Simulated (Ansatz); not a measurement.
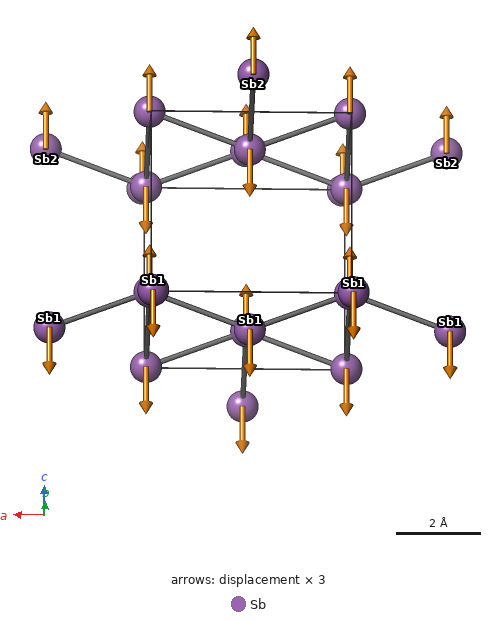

This is a relaxation of crystalline Sb (a generated structure, set up in Cmme) (coarse preliminary run). The starting structure is drawn; orange arrows show the displacements (the part carried along by the change of the cell is left out), 3 times their true length.

Style: ball-and-stick. Shown: the conventional cell (2 times the calculation's cell), from a free direction. Lengths and directions refer to the drawn axes.

Method: DFT PBE, scalar-relativistic, plane waves, PAW (Ansatz). Set-up: plane-wave cutoff 420 eV; k-point mesh 6 × 6 × 4; occupations gaussian; smearing width 0.1 eV; no spin polarisation; cell and atoms relaxed; force threshold 0.04 eV/Å; at most 70 steps.

Question: What happened in the run?

Answer: Over 6 accepted moves (8 points after the start) the energy falls by 706 meV per atom. The largest force component goes from 3.2 to 0.012 eV/Å. Pressure: 19.93 GPa at the start and 0.02 GPa at the end. The line search rejected the trial step at point 5 of the run. The SCF was repeated once at an unchanged geometry on a basis and grid sized afresh for the cell, which shifted the energy by 0.1 meV per atom at most. The largest moves relative to the cell, 0.40 Å, are those of Sb1 and Sb2. Sb1 goes along −c. The drawn cell changes as follows: a 4.783 → 4.943 Å (+3.3 %), b 5.481 → 5.401 Å (−1.5 %), c 4.559 → 4.435 Å (−2.7 %); the volume changes by −1.0 %. Near-neighbour distances that change, for instance: Sb1–Sb2 2.566 → 3.005 Å, Sb1–Sb2 (another image) 2.894 → 3.196 Å. Among the angles between lasting bonds that change: Sb2–Sb1–Sb2 142.5° → 115.3°, Sb2–Sb1–Sb2 137.5° → 110.6°, Sb2–Sb1–Sb2 83.3° → 72.3°. The space group stays Cmme (No. 67).
